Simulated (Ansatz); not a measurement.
Structure (in its standard cell), the end point of a relaxation with DFT r2SCAN, scalar-relativistic, plane waves, PAW (Ansatz); the starting structure was generated, so it need not be a known form of this composition:

```
CELL_PARAMETERS angstrom
3.94013 0.00000 0.00000
0.00000 3.94013 0.00000
0.00000 0.00000 3.94013
ATOMIC_POSITIONS crystal
Pt 0.00000 0.00000 0.00000
Pt 0.00000 0.50000 0.50000
Pt 0.50000 0.00000 0.50000
Pt 0.50000 0.50000 0.00000
```

> What does the kinematic electron diffraction pattern along [211] look like at 100 kV (B = 0.5 Å²)?

The spots form a rectangular net whose two shortest vectors correspond to d = 2.27 Å and 1.39 Å, 90.0° apart. They are -1 1 1 and 0 -2 2. The pattern has symmetry 2mm. The lattice centring (F) removes all reflections that break h + k = 2n, h + l = 2n.

Strongest reflections with d > 0.80 Å, one of each family (|F|² from tabulated Gaussian fits of the electron scattering factors, times a small damping for the curvature of the Ewald sphere):

| hkl | d (Å) | I (strongest = 100) |
| --- | --- | --- |
| 1 -1 -1 | 2.275 | 100 |
| 0 2 -2 | 1.393 | 40 |
| 1 1 -3 | 1.188 | 27 |
| 2 -2 -2 | 1.137 | 24 |
| 2 0 -4 | 0.881 | 11 |

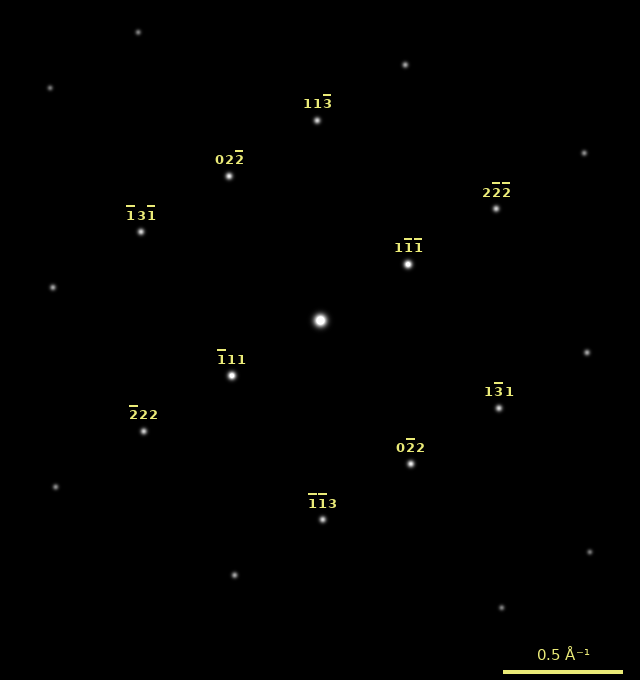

Calculated pattern, seen from the source side with [211] pointing towards the source.
